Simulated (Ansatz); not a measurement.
# HfSiO4: what the fields show

```xyz
24
Lattice="1.4798 -0.7151 -9.7103 -3.5220 0.0147 -0.5378 -0.0290 6.7345 0.3736" Properties=species:S:1:pos:R:3 pbc="T T T"
Hf   -0.6201   -0.4872   -7.7543
Hf    0.4011   -0.1370   -2.6303
Si   -1.0229    1.2517   -5.0688
Si   -0.0018    1.6019    0.0552
O    -1.2784    0.7427   -3.4094
O     1.2225    0.3778   -7.9956
O    -0.7612    1.7826   -6.7680
O     0.2599    2.1329   -1.6440
O    -0.9287   -0.3762   -5.7301
O    -3.4296   -0.0113   -1.1439
O    -0.2892    0.9070   -9.8828
O     0.7319    1.2573   -4.7587
Hf   -1.5595    3.4748   -1.4940
Hf   -2.5806    3.1246   -6.6180
Si   -1.0583    4.6903   -4.7432
Si   -2.0794    4.3401   -9.8672
O    -1.3031    5.0808   -3.1291
O    -2.3242    4.7305   -8.2532
O    -0.7943    4.3396   -6.4814
O    -3.2952    4.7045   -1.8951
O    -1.0789    2.9380   -4.6562
O     1.4220    2.5731   -9.2424
O    -1.7753    4.9563   -0.0400
O    -2.7965    4.6061   -5.1641
```

Space group Cm; a structure from a database of computed crystals, not necessarily the ambient phase; started from the RbAlF4-123 prototype, which need not be the ambient phase; changed on purpose from its base cell (shaken).

Level of theory: Ansatz 0.2.0, DFT, PBEsol, plane waves, PAW.

In a PAW calculation such maps are meaningful between the atoms, not at the nuclei.

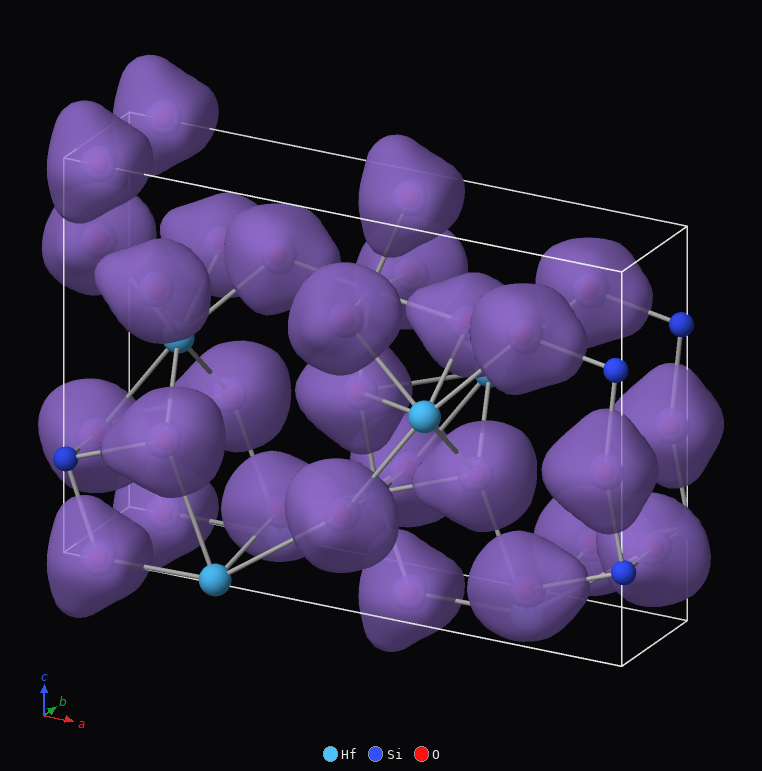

Figure 1. Isosurface of the electron localisation function at 0.6 (purple), seen slightly off an axis. Core shells and regions of very low density are left out. Sticks mark near contacts.

Question: Identify the bonds, lone pairs and shells in this picture.

Answer: The surface consists of 16 regions on O in which the atom's valence shell and bonds are merged, counted in one cell of 24 atoms. Regions shared between cells count once. Profiles from the grid: Si–O (1.68 Å): the ELF peaks at about 0.85 between the atoms. Hf–O (2.05 Å): the ELF peaks at about 0.85 in the valence shell of O, 0.6 Å from its nucleus, and drops to about 0.20 between the two atoms: no shared electron pair shows on this line.

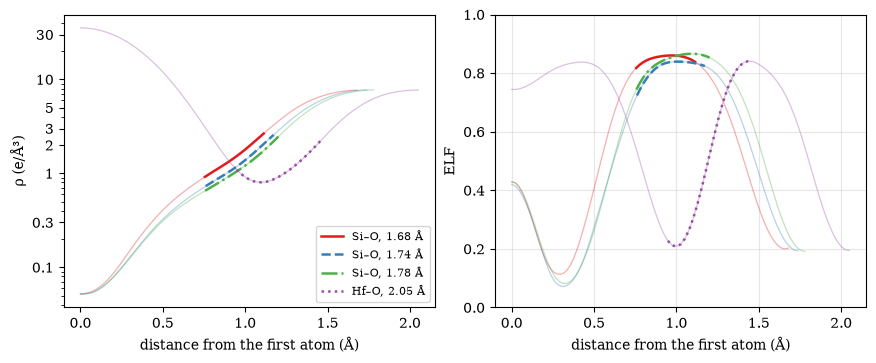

Figure 2. Valence pseudo-density and ELF along straight lines between neighbouring atoms. Thin, pale parts lie inside the atomic spheres.

Question: Compare the contacts.

Answer: Si–O (1.68 Å): ρ is about 1.1 e/Å³ halfway; the ELF peaks at about 0.85 between the atoms.
Si–O (1.74 Å): the density is about 0.95 e/Å³ at the midpoint; the ELF peaks at about 0.85 between the atoms.
Si–O (1.78 Å): the density is about 0.9 e/Å³ at the midpoint; the ELF peaks at about 0.85 between the atoms.
Hf–O (2.05 Å): ρ at the midpoint is about 0.86 e/Å³; the ELF peaks at about 0.85 in the valence shell of O, 0.6 Å from its nucleus, and drops to about 0.20 between the two atoms: no localised pair shows between them.

Question: Does the calculation make it a metal, or give it a gap?

Answer: It is gapped, with a Kohn–Sham gap of 3.8 eV on the k-point mesh, an upper bound to the gap of this method.
